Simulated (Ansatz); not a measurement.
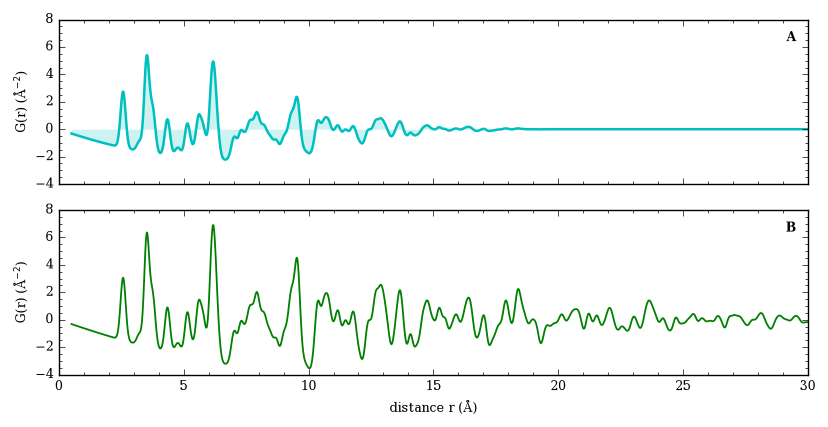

The curve is a calculated X-ray PDF: distances of the static structure, each pair weighted by the product of the atomic numbers (X-ray weights at Q = 0), broadened by Gaussians with σ = 0.10 Å, for spherical particles of Zr3S2 with the bulk structure: the bulk G(r) is multiplied by the envelope of a sphere of diameter D, 1 − 3r/2D + r³/2D³, with no surface relaxation. The number density is 0.0516 atoms per Å³. Structure used: coordinates from a relaxation with Ansatz 0.2.0, DFT PBE, scalar-relativistic, plane waves, PAW; the starting structure was generated, so it need not be a known form of this composition.

The diameters are 20 and 40 Å. Which curve belongs to which?

Answer. curve A: 20 Å; curve B: 40 Å. The smaller the particle, the sooner the oscillations die out.
